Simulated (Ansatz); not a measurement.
# AlN: single-point calculation (part 1 of 2)

- system: AlN (48 atoms in the cell)
- method: DFT PBE, scalar-relativistic, plane waves, PAW, no spin polarisation (Ansatz 0.2.0)

The structure derives from a Materials Project entry. It belongs to a series of runs on one base structure; here: the perfect crystal in a cell of 48 atoms.

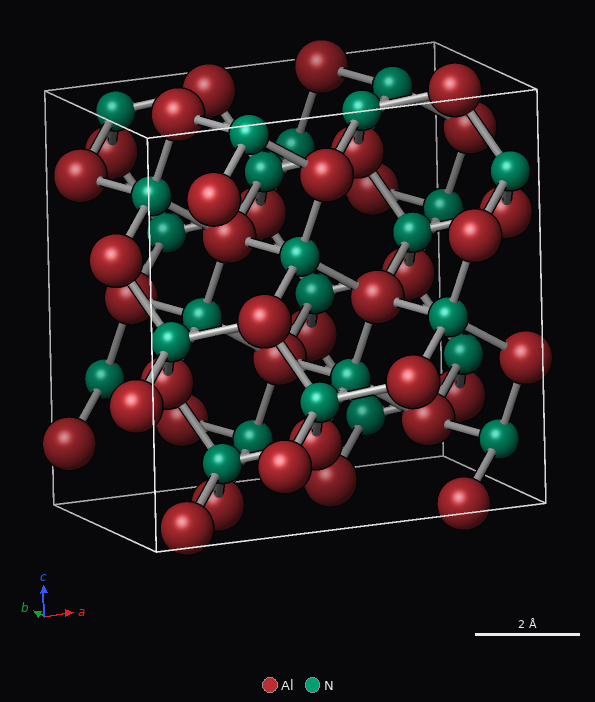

Fig. 1: The structure (ball-and-stick view of the cell of the calculation, seen slightly off an axis). Near neighbours in the crystal (not all of them lie inside the picture): Al has 4 N at 1.90 to 1.91 Å; N has 4 Al at 1.90 to 1.91 Å.

**Results in brief**

```csv
quantity,value
outcome,converged
space group (tolerance 0.01 Å),P6₃mc (186)
electrons treated,192
free energy,−22182.0902 eV
Fermi energy,8.960 eV
gap on the k-point mesh,4.03 eV
pressure,0.00 GPa
largest force (length of the vector),under 0.001 eV/Å
hardware,"4 threads of Arm Neoverse V1, 24 GiB of memory available, shared host"
wall time,7.4 s (CPU time 28 s)
peak memory,1.6 GiB
```

**Input file**
```yaml
crystal:
  lattice:
    - [3.1302084199, -5.4216800216, 5.0180433219]
    - [3.1302084199, 5.4216800216, 5.0180433219]
    - [-6.2604168399, 0.0, 5.0180433219]
  atoms:
    - { symbol: Al, position: [0.6664114086, 0.3330780753, 0.499744742] }
    - { symbol: Al, position: [0.999744742, 0.6664114086, 0.8330780753] }
    - { symbol: Al, position: [0.3330780753, 0.499744742, 0.6664114086] }
    - { symbol: Al, position: [0.8330780753, 0.499744742, 0.1664114086] }
    - { symbol: Al, position: [0.1664114086, 0.3330780753, 0.999744742] }
    - { symbol: Al, position: [0.499744742, 0.6664114086, 0.3330780753] }
    - { symbol: Al, position: [0.8330780753, 0.999744742, 0.6664114086] }
    - { symbol: Al, position: [0.1664114086, 0.8330780753, 0.499744742] }
    - { symbol: Al, position: [0.499744742, 0.1664114086, 0.8330780753] }
    - { symbol: Al, position: [0.6664114086, 0.8330780753, 0.999744742] }
    - { symbol: Al, position: [0.999744742, 0.1664114086, 0.3330780753] }
    - { symbol: Al, position: [0.3330780753, 0.999744742, 0.1664114086] }
    - { symbol: Al, position: [0.6664114086, 0.499744742, 0.8330780753] }
    - { symbol: Al, position: [0.999744742, 0.8330780753, 0.1664114086] }
    - { symbol: Al, position: [0.3330780753, 0.6664114086, 0.999744742] }
    - { symbol: Al, position: [0.8330780753, 0.6664114086, 0.499744742] }
    - { symbol: Al, position: [0.1664114086, 0.499744742, 0.3330780753] }
    - { symbol: Al, position: [0.499744742, 0.8330780753, 0.6664114086] }
    - { symbol: Al, position: [0.8330780753, 0.1664114086, 0.999744742] }
    - { symbol: Al, position: [0.1664114086, 0.999744742, 0.8330780753] }
    - { symbol: Al, position: [0.499744742, 0.3330780753, 0.1664114086] }
    - { symbol: Al, position: [0.6664114086, 0.999744742, 0.3330780753] }
    - { symbol: Al, position: [0.999744742, 0.3330780753, 0.6664114086] }
    - { symbol: Al, position: [0.3330780753, 0.1664114086, 0.499744742] }
    - { symbol: "N", position: [0.7935885914, 0.460255258, 0.6269219247] }
    - { symbol: "N", position: [0.1269219247, 0.7935885914, 0.960255258] }
    - { symbol: "N", position: [0.460255258, 0.6269219247, 0.7935885914] }
    - { symbol: "N", position: [0.960255258, 0.6269219247, 0.2935885914] }
    - { symbol: "N", position: [0.2935885914, 0.460255258, 0.1269219247] }
    - { symbol: "N", position: [0.6269219247, 0.7935885914, 0.460255258] }
    - { symbol: "N", position: [0.960255258, 0.1269219247, 0.7935885914] }
    - { symbol: "N", position: [0.2935885914, 0.960255258, 0.6269219247] }
    - { symbol: "N", position: [0.6269219247, 0.2935885914, 0.960255258] }
    - { symbol: "N", position: [0.7935885914, 0.960255258, 0.1269219247] }
    - { symbol: "N", position: [0.1269219247, 0.2935885914, 0.460255258] }
    - { symbol: "N", position: [0.460255258, 0.1269219247, 0.2935885914] }
    - { symbol: "N", position: [0.460255258, 0.2935885914, 0.6269219247] }
    - { symbol: "N", position: [0.7935885914, 0.6269219247, 0.960255258] }
    - { symbol: "N", position: [0.1269219247, 0.460255258, 0.7935885914] }
    - { symbol: "N", position: [0.6269219247, 0.460255258, 0.2935885914] }
    - { symbol: "N", position: [0.960255258, 0.2935885914, 0.1269219247] }
    - { symbol: "N", position: [0.2935885914, 0.6269219247, 0.460255258] }
    - { symbol: "N", position: [0.6269219247, 0.960255258, 0.7935885914] }
    - { symbol: "N", position: [0.960255258, 0.7935885914, 0.6269219247] }
    - { symbol: "N", position: [0.2935885914, 0.1269219247, 0.960255258] }
    - { symbol: "N", position: [0.460255258, 0.7935885914, 0.1269219247] }
    - { symbol: "N", position: [0.7935885914, 0.1269219247, 0.460255258] }
    - { symbol: "N", position: [0.1269219247, 0.960255258, 0.2935885914] }
basis:
  ecutwfc: 420
  xc_grid: 2
kpoints:
  mp_grid: { grid: [2, 2, 2], shift: [0.0, 0.0, 0.0] }
hamiltonian:
  xc: pbe
scf:
  occupations: { method: gaussian, width: 0.01 }
output:
  forces: true
  stress: true
  eigenvalues: true
  write_density: true
  write_potential: true
  elf: true
  volumetric_format: npy
```

Command:
```bash
ansatz run input.yaml --threads 4 --pin off --max-ram 8192MiB --backend cpu --events-out ev --progress --plain --runs-dir out
```

**Log**
```
Engine: ansatz 0.2.0, aarch64-unknown-linux-gnu
Pseudopotentials: kind: paw
Pseudopotential: Al, paw, valence charge 3, recommended cutoff 420 eV (normal), Al.paw.azcp
Pseudopotential: N, paw, valence charge 5, recommended cutoff 420 eV (normal), N.paw.azcp
Functional definition: PBE
  parameter kappa = 0.804
  parameter beta = 0.06672455060314922
  exchange = pbe_x(kappa = kappa, mu = beta*pi^2/3)
  correlation = pbe_c(beta = beta)
Crystal: 48 atoms, lattice volume = 510.967 Å³
Basis set: ecut = 420 eV, 9983 PW (Γ), exchange–correlation on 108×108×108 points (8 copies of the dense FFT grid, shifted against one another)
Bands: 144, of which v1, the nominal top of the filled ones, is band 96 counted from 1 (95 counted from 0)
Symmetry: 72 space group operations
Space group: P63mc (ITA 186), of the structure as read, at distance tolerance 8.0e-5 Å
k-points: 4 of 8
Non-local potential: Al, projectors of the file, l = 0: 2, l = 1: 2, l = 2: 1
Non-local potential: N, projectors of the file, l = 0: 2, l = 1: 2, l = 2: 1
PAW form: soft (Blöchl's): semilocal exchange-correlation on the pseudo side does not see the compensation charge
PAW one-centre angular grid: Al, 110 points (default); XC on 64 Gauss nodes
PAW one-centre angular grid: N, 110 points (default); XC on 64 Gauss nodes
Initial density: superposition of atomic densities (neutral atoms: chi_scale 0, normalization atom), corrected by the library's trained network
Initial wavefunctions: pseudopotential atomic-orbital guess
Functional: x = pbe(κ = 0.804, μ = 0.2195149727645171), c = pbe(β = 0.06672455060314922)
SCF iter   1: F=—  HF=-22182.089403 eV  |F-HF|=—  |Δ(HF+E_count)|=         —  Δρ=7.97e-4  dr2=1.38e-3  ethr=1.77e-3  ⟨swp⟩=6.0  Hψ=2449  notcnv=0  defer=75
preconditioner: auto → Resta (q_TF=auto, 2.318 Å⁻¹)  ε∞=4.1  [insulator: Δε(μ)=4.031 eV  Ē_g=12.980 eV  σ=0.010 eV  W_gap=1.00  n_scr=92 (ndim 8)  ℏωp=22.8 eV  f_vac=0.000  D(μ)=0.00/eV (n_scr^D=0)  ε∞_Penn≈4.1]
SCF iter   2: F=—  HF=-22182.089594 eV  |F-HF|=—  |Δ(HF+E_count)|=   1.91e-4  Δρ=4.35e-4  dr2=3.61e-4  ethr=7.17e-7  ⟨swp⟩=2.2  Hψ=1081  notcnv=0  defer=159
SCF iter   3: F=—  HF=-22182.090707 eV  |F-HF|=—  |Δ(HF+E_count)|=   1.11e-3  Δρ=5.37e-5  dr2=9.38e-6  ethr=1.88e-7  ⟨swp⟩=2.0  Hψ=830  notcnv=0  defer=159
SCF iter   4: F=—  HF=-22182.090203 eV  |F-HF|=—  |Δ(HF+E_count)|=   5.04e-4  Δρ=1.44e-5  dr2=6.34e-7  ethr=4.88e-9  ⟨swp⟩=2.0  Hψ=798  notcnv=0  defer=159
iter 5 did not close the SCF: its close was put off for the readings that it lacked (scf_convergence_deferred on its scf_iter line)
SCF iter   5: F=-22182.090204 eV  HF=-22182.090204 eV  |F-HF|=2.62e-8  |Δ(HF+E_count)|=   7.62e-7  Δρ=3.41e-6  dr2=4.98e-8  ethr=3.30e-10  ⟨swp⟩=2.0  Hψ=797  notcnv=0  defer=159
SCF iter   6: F=-22182.090204 eV  HF=-22182.090204 eV  |F-HF|=1.61e-8  |Δ(HF+E_count)|=  1.16e-10  Δρ=2.24e-6  dr2=2.00e-8  ethr=2.60e-11  ⟨swp⟩=15.2  Hψ=4147  notcnv=0
SCF 1 converged in 6 iterations: F = -22182.090204 eV  dr2 = 2.00e-8
  greatest PAW one-centre occupation: 0.787 electrons in one spin orbital (limit 2), on the N atom at site 47 (counted from 0), in its partial waves of l = 0
```

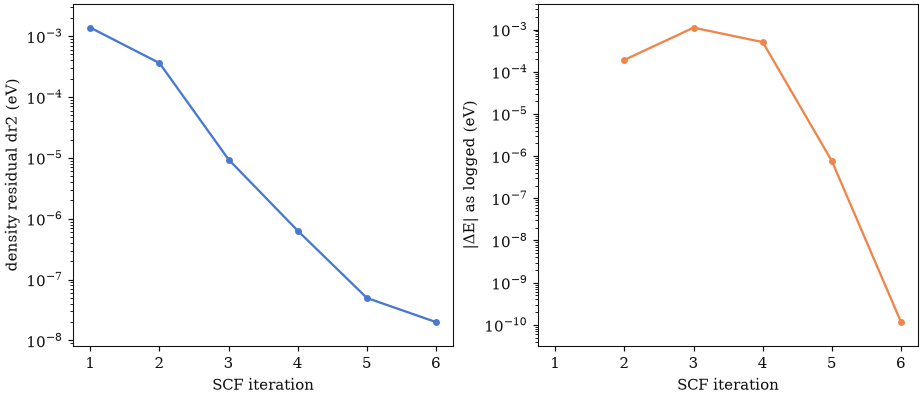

Fig. 2: Convergence of the self-consistent field: density residual dr2 and size of the energy change against the SCF iteration. The residual falls at every step.

```
SCF converged after 6 iterations
Free energy (F): -22182.090204 eV
Harris-Foulkes:  -22182.090204 eV  (|F-HF|=1.61e-8)
Internal energy: -22182.090204 eV  (E = F + TS)
E sigma→0 (E₀):  -22182.090204 eV
Fermi energy:    8.960387 eV
--- Per-component energies (eV) ---
  E_band       = 334.282566
  E_kinetic    = 3807.877259
  E_local      = -5419.323851  (includes V_loc(G=0)·N_el)
  E_nonlocal   = 1326.036095
  E_hartree    = 1879.735011
  E_xc         = -2438.989434
  E_vxc        = -2584.545871  (∫ρ·V_xc dr)
  E_paw        = -14280.814726  (= ΣΔE_a)
  E_vpaw       = -555.222290  (= ΣTr[D̂ρ^β])
  E_aug_tail   = 0.002345  (compensation charges beyond the density's cutoff)
  E_ewald      = -7056.612902
  E_smearing   = -0.000000  (= −TS)
  E_closure    = -0.000000  (closes the sum)
  Σ components = -22182.090204   (vs F -22182.090204, Δ=0.00e0)
--- Forces (eV/Å), atoms counted from 1 ---
  atom   1  Al     0.00000000    -0.00000000    -0.00018007
  atom   2  Al     0.00000000    -0.00000000    -0.00018007
  atom   3  Al     0.00000000     0.00000000    -0.00018007
  atom   4  Al     0.00000000    -0.00000000    -0.00018007
  atom   5  Al     0.00000000    -0.00000000    -0.00018007
  atom   6  Al     0.00000000    -0.00000000    -0.00018007
  atom   7  Al     0.00000000    -0.00000000    -0.00018007
  atom   8  Al     0.00000000    -0.00000000    -0.00018007
  atom   9  Al     0.00000000    -0.00000000    -0.00018007
  atom  10  Al     0.00000000    -0.00000000    -0.00018007
  atom  11  Al     0.00000000    -0.00000000    -0.00018007
  atom  12  Al     0.00000000     0.00000000    -0.00018007
  atom  13  Al     0.00000000     0.00000000    -0.00018007
  atom  14  Al     0.00000000     0.00000000    -0.00018007
  atom  15  Al     0.00000000     0.00000000    -0.00018007
  atom  16  Al     0.00000000     0.00000000    -0.00018007
  atom  17  Al     0.00000000     0.00000000    -0.00018007
  atom  18  Al     0.00000000     0.00000000    -0.00018007
  atom  19  Al     0.00000000     0.00000000    -0.00018007
  atom  20  Al     0.00000000     0.00000000    -0.00018007
  atom  21  Al     0.00000000     0.00000000    -0.00018007
  atom  22  Al     0.00000000     0.00000000    -0.00018007
  atom  23  Al     0.00000000     0.00000000    -0.00018007
  atom  24  Al     0.00000000     0.00000000    -0.00018007
  atom  25  N     -0.00000000    -0.00000000     0.00017995
  atom  26  N     -0.00000000    -0.00000000     0.00017995
  atom  27  N     -0.00000000    -0.00000000     0.00017995
  atom  28  N     -0.00000000    -0.00000000     0.00017995
  atom  29  N     -0.00000000    -0.00000000     0.00017995
  atom  30  N     -0.00000000    -0.00000000     0.00017995
  atom  31  N     -0.00000000    -0.00000000     0.00017995
  atom  32  N     -0.00000000    -0.00000000     0.00017995
  atom  33  N     -0.00000000    -0.00000000     0.00017995
  atom  34  N     -0.00000000    -0.00000000     0.00017995
  atom  35  N     -0.00000000    -0.00000000     0.00017995
  atom  36  N     -0.00000000    -0.00000000     0.00017995
  atom  37  N     -0.00000000     0.00000000     0.00017995
  atom  38  N     -0.00000000    -0.00000000     0.00017995
  atom  39  N     -0.00000000     0.00000000     0.00017995
  atom  40  N     -0.00000000     0.00000000     0.00017995
  atom  41  N     -0.00000000     0.00000000     0.00017995
  atom  42  N     -0.00000000     0.00000000     0.00017995
  atom  43  N     -0.00000000     0.00000000     0.00017995
  atom  44  N     -0.00000000    -0.00000000     0.00017995
  atom  45  N     -0.00000000     0.00000000     0.00017995
  atom  46  N     -0.00000000     0.00000000     0.00017995
  atom  47  N     -0.00000000    -0.00000000     0.00017995
  atom  48  N     -0.00000000    -0.00000000     0.00017995
  max |Σ_I F_I| component: 2.93e-6 eV/Å
--- Stress (GPa, compression-positive) ---
        0.002402      -0.000000       0.000000
       -0.000000       0.002402      -0.000000
        0.000000      -0.000000      -0.005643
  P = ⅓ Tr σ = -0.0003 GPa (-0.003 kbar)
--- Band table (eV) ---
```
